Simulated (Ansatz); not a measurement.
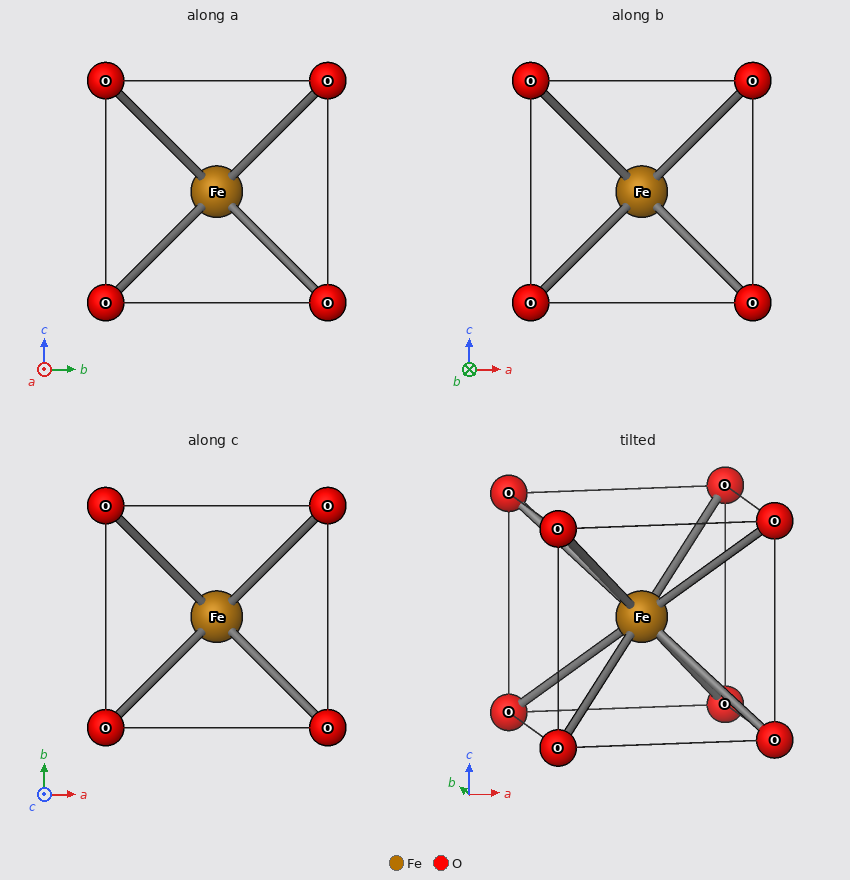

The figure gives a ball-and-stick picture of the atoms, viewed along the a axis, along the b axis, along the c axis and slightly off an axis. The parallelepiped is the conventional unit cell.

Lattice parameters: a = 2.650 Å, b = 2.650 Å, c = 2.650 Å, α = 90.00°, β = 90.00°, γ = 90.00°. Put a along x and b in the xy plane.

Write down what is shown as a POSCAR file.

```
Fe O
1.0
     2.650    0.000    0.000
     0.000    2.650    0.000
     0.000    0.000    2.650
Fe O
1 1
Direct
  0.5000 0.5000 0.5000
  0.0000 0.0000 0.0000
```

Source of the structure: a structure type filled with these elements by a generator (whether the compound takes this form wasn't checked). Relaxation method: Ansatz, DFT PBE, scalar-relativistic, plane waves, PAW.
